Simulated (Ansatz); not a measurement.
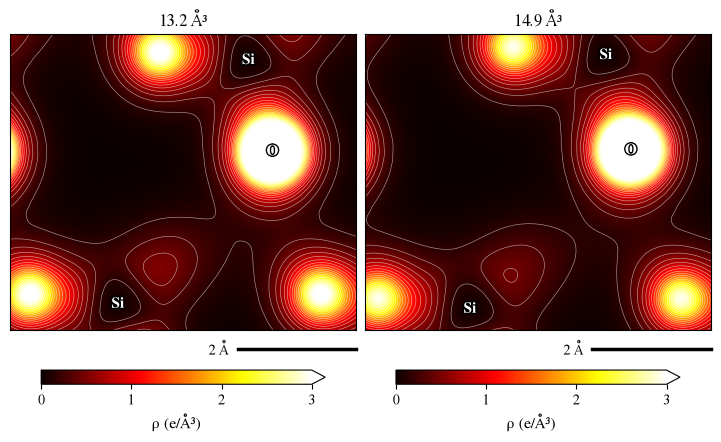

SiO2. The valence charge density (pseudo) of cells scaled evenly to different volumes (given per atom above each panel), on the (010) plane of each (indices in the axes of the cell below), at one length scale and on one colour scale.

These are results of DFT, PBEsol, PAW with Ansatz's default frozen-core files, scalar-relativistic (Ansatz 0.2.0), not measurements.

Core electrons are frozen (PAW), and the valence fields are smoothed inside the atomic spheres.

The largest cell:

```yaml
crystal:
  lattice:
    - [-2.42061, 2.42061, 3.81743]
    - [2.42061, -2.42061, 3.81743]
    - [2.42061, 2.42061, -3.81743]
  atoms:
    - { symbol: Si, position: [0.00000, 0.00000, 0.00000] }
    - { symbol: Si, position: [0.75000, 0.25000, 0.50000] }
    - { symbol: O, position: [0.99838, 0.62500, 0.87338] }
    - { symbol: O, position: [0.37500, 0.24838, 0.37338] }
    - { symbol: O, position: [0.75162, 0.12500, 0.12662] }
    - { symbol: O, position: [0.87500, 0.00162, 0.62662] }
```

| volume (Å³/atom) | Si–O contact in the plane (Å) | ρ at its midpoint (e/Å³) | pressure (GPa) | gap on the mesh (eV) | 
| --- | --- | --- | --- | --- |
| 13.22 | 1.588 | 1.317 | 13.0 | 6.36 | 
| 13.79 | 1.610 | ? | ? | ? | 
| 14.91 | 1.653 | 1.166 | −7.7 | 5.57 | 

Question: What values belong in the row with question marks?

Answer: Over the known rows ln ρ falls by 1.87 per Å of Si–O distance (the line through the two), which gives 1.264 e/Å³ at 1.610 Å; the calculation gives 1.260 e/Å³. For the pressure, a straight line in volume between the neighbouring rows gives 6.0 GPa; the calculation gives 4.7, lower because pressure rises ever faster on compression. For the gap on the mesh, a straight line in volume between the neighbouring rows gives 6.09 eV; the calculation gives 6.11.
